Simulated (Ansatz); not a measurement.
## Run report: BeS, band-structure calculation (part 2 of 2)

BeS (I4/mmm, 2 atoms in the cell); DFT, HSE06, plane waves, PAW, no spin polarisation (Ansatz 0.2.0); cutoff 420 eV, 6×6×6 k-mesh, fixed occupations. The structure was built on a prototype by a generator. The geometry comes from this level: r2SCAN (a point of a series of strains). It belongs to a series of runs on one base structure; here: epitaxial_xy strain +0.4%.

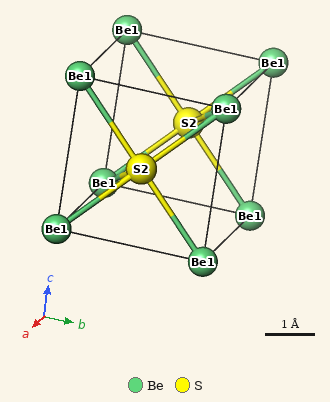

Figure 1. The structure as given in the input (ball-and-stick view of the reduced cell, seen slightly off an axis; atoms are numbered from 1 in the order of the input).

File rho_z.tsv:
```
# z_ang	rho[e/angstrom^3]
# format = ansatz-planar-average/11
# lattice	0.000000000	2.325871211	2.309348037
# lattice	2.325871211	0.000000000	2.309348037
# lattice	2.325871211	2.325871211	0.000000000
# sites	2
# site	4	0.000000000	0.000000000	0.000000000
# site	16	2.325871211	2.325871211	2.309348037
0.000000	1.595311e-1
0.137053	1.653087e-1
0.274107	1.823873e-1
0.411160	2.101162e-1
0.548213	2.473894e-1
0.685266	2.919361e-1
0.822320	3.393467e-1
0.959373	3.830023e-1
1.096426	4.159012e-1
1.233479	4.339963e-1
1.370533	4.388025e-1
1.507586	4.367429e-1
1.644639	4.350193e-1
1.781693	4.367429e-1
1.918746	4.388025e-1
2.055799	4.339963e-1
2.192852	4.159012e-1
2.329906	3.830023e-1
2.466959	3.393467e-1
2.604012	2.919361e-1
2.741066	2.473894e-1
2.878119	2.101162e-1
3.015172	1.823873e-1
3.152225	1.653087e-1
```

File v_z.tsv:
```
# z_ang	v_es[eV]	v_tot[eV]
# format = ansatz-planar-average/11
# xc	hse06
# density_cutoff_ev	1680
# datasets	Be=:simpson_from_first_knot:soft:fock:shift=0	S=:simpson_from_first_knot:soft:fock:shift=0
# lattice	0.000000000	2.325871211	2.309348037
# lattice	2.325871211	0.000000000	2.309348037
# lattice	2.325871211	2.325871211	0.000000000
# sites	2
# site	4	0.000000000	0.000000000	0.000000000
# site	16	2.325871211	2.325871211	2.309348037
0.000000	2.622011e0	-5.248670e0
0.137053	2.813756e0	-5.082374e0
0.274107	3.320354e0	-4.648393e0
0.411160	3.972268e0	-4.103431e0
0.548213	4.533211e0	-3.707385e0
0.685266	4.690750e0	-3.815041e0
0.822320	4.235727e0	-4.578438e0
0.959373	3.272446e0	-5.810888e0
1.096426	2.239596e0	-7.106222e0
1.233479	1.486771e0	-8.150794e0
1.370533	1.048381e0	-8.856076e0
1.507586	8.403960e-1	-9.248504e0
1.644639	7.790653e-1	-9.377523e0
1.781693	8.403960e-1	-9.248504e0
1.918746	1.048381e0	-8.856076e0
2.055799	1.486771e0	-8.150794e0
2.192852	2.239596e0	-7.106222e0
2.329906	3.272446e0	-5.810888e0
2.466959	4.235727e0	-4.578438e0
2.604012	4.690750e0	-3.815041e0
2.741066	4.533211e0	-3.707385e0
2.878119	3.972268e0	-4.103431e0
3.015172	3.320354e0	-4.648393e0
3.152225	2.813756e0	-5.082374e0
```

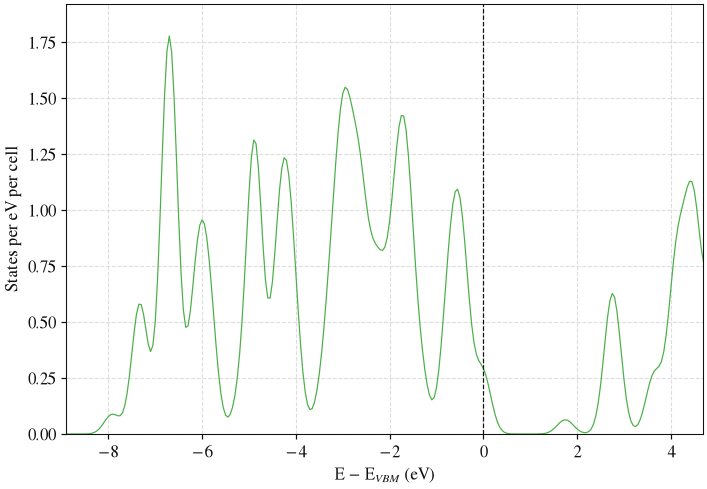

Figure 2. Density of states (the curve is built from the levels of the k mesh with Gaussians 0.4 eV wide, which also blur the band edges), with energies from the valence-band top. There is a gap of 1.69 eV on the k-point mesh. Small ripples come from the finite k-point mesh.

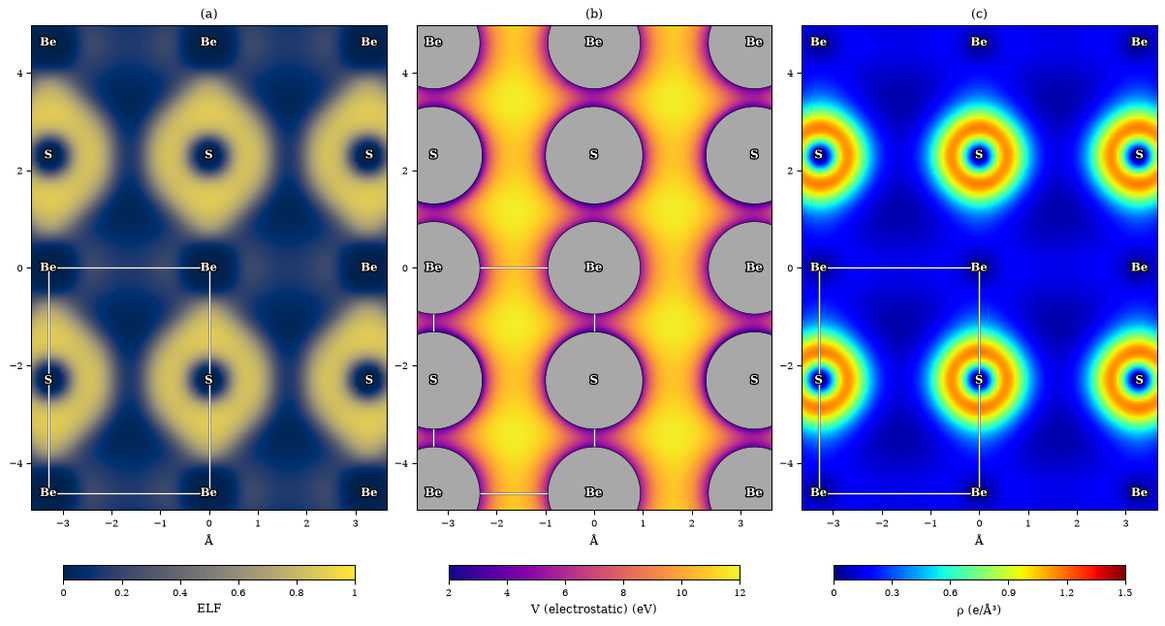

Figure 3. (a) ELF; (b) electrostatic potential energy of an electron; (c) valence electron density on the (100) plane of the conventional cell. Grey discs, where drawn, cover atomic cores. The plane passes through Be and S nuclei. Be–S (2.31 Å): ρ at the midpoint is about 0.44 e/Å³; the ELF is about 0.85 at the midpoint. Away from the nuclei the density in this plane falls to 0.06 e/Å³ at its lowest. Outside the cores the potential energy rises away from the atoms and is highest about 2.0 Å from the nearest atoms; outside the discs it spans about 9 eV, and its zero is arbitrary. The fields are those of the smooth PAW valence density.

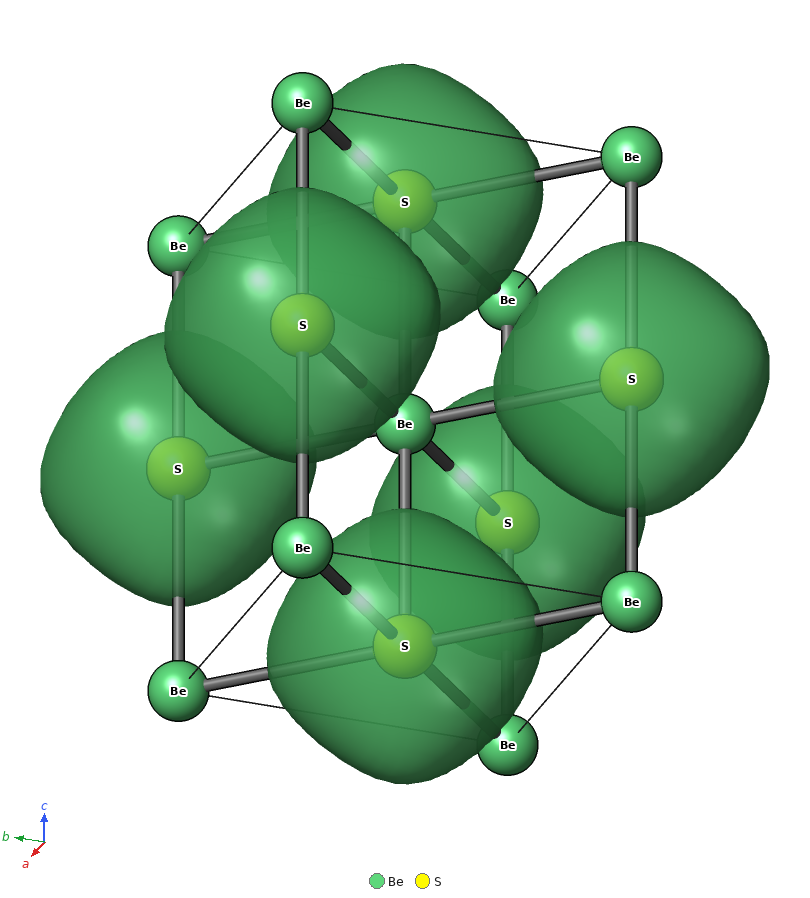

Figure 4. Isosurface of the valence electron density at 0.3 e/Å³ (green), seen at an oblique angle. Sticks mark near contacts. The outline is the cell set on symmetry axes. At this value the density breaks into separate islands; it holds about 65 % of the electrons treated as valence. It is pinched off along the Be–S (2.31 Å) contacts. On the grid the lowest density along these lines, outside the cores, is 0.25 e/Å³ (Be–S, 2.31 Å).

This output came from the following input.

Input file:
```yaml
crystal:
  lattice:
    - [0.0, 2.3258712109, 2.3093480371]
    - [2.3258712109, 0.0, 2.3093480371]
    - [2.3258712109, 2.3258712109, 0.0]
  atoms:
    - { symbol: Be, position: [0.0, 0.0, 0.0] }
    - { symbol: S, position: [0.5, 0.5, 0.5] }
kpoints:
  mp_grid: { grid: [6, 6, 6] }
  band_path:
    path:
      - [0.0, 0.0, 0.0]
      - [0.5, 0.0, 0.5]
      - [0.625, 0.25, 0.625]
      - [0.375, 0.375, 0.75]
      - [0.5, 0.5, 0.5]
      - [0.5, 0.25, 0.75]
      - [0.15, 0.15, 0.3]
    npoints: 1
hamiltonian:
  xc: hse06
scf:
  occupations: { method: fixed }
  n_extra_bands: 4
output:
  forces: true
  stress: true
  eigenvalues: true
  write_density: true
  write_potential: true
  elf: true
  volumetric_format: npy
```

Launch command:
```bash
ansatz run input.yaml --threads 4 --pin off --max-ram 3686MiB --backend cpu --events-out ev --progress --plain --runs-dir out
```

Summary:

```json
{"quantity": "outcome", "value": "converged"}
{"quantity": "space group (tolerance 0.01 Å)", "value": "I4/mmm (139)"}
{"quantity": "electrons treated", "value": "8"}
{"quantity": "free energy", "value": "−996.5444 eV"}
{"quantity": "Fermi energy", "value": "7.359 eV"}
{"quantity": "gap on the k-point mesh", "value": "1.69 eV"}
{"quantity": "pressure", "value": "−2.17 GPa"}
{"quantity": "largest force (length of the vector)", "value": "under 0.001 eV/Å"}
{"quantity": "hardware", "value": "4 threads of an x86-64 CPU, shared host"}
{"quantity": "wall time", "value": "5.4 s (CPU time 18 s)"}
{"quantity": "peak memory", "value": "0.81 GiB"}
```

Remarks:

The program warns: the exchange loop's threshold is looser than advised for the stress; the SCF threshold is looser than advised for the printed stress.
